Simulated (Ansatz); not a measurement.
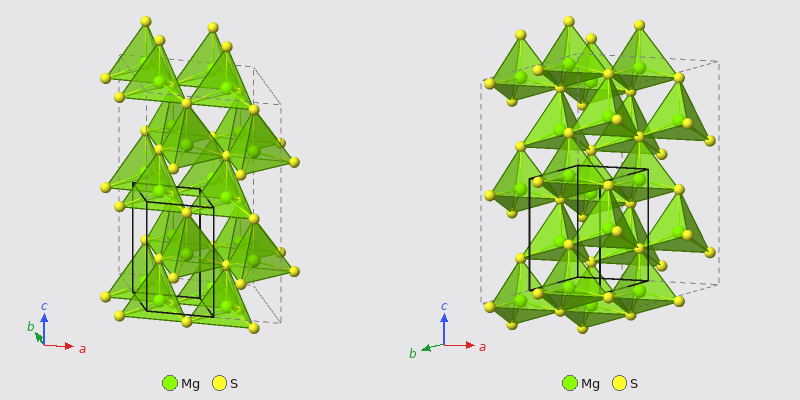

Polyhedra are drawn about Mg (bonds: Mg–S below 2.8 Å); other atoms are plain spheres. Two views of the same piece.

MgS (space group P6_3mc, No. 186): the input geometry of an electronic-structure calculation (not necessarily at equilibrium).

Sharing among the drawn polyhedra:

```json
{"site": "Mg", "polyhedron": "MgS4 tetrahedron", "corner-sharing neighbours": "12", "edge-sharing": "0", "face-sharing": "0", "bond (Å)": "2.47–2.47"}
```

They form a three-dimensional framework of corner-sharing tetrahedra.
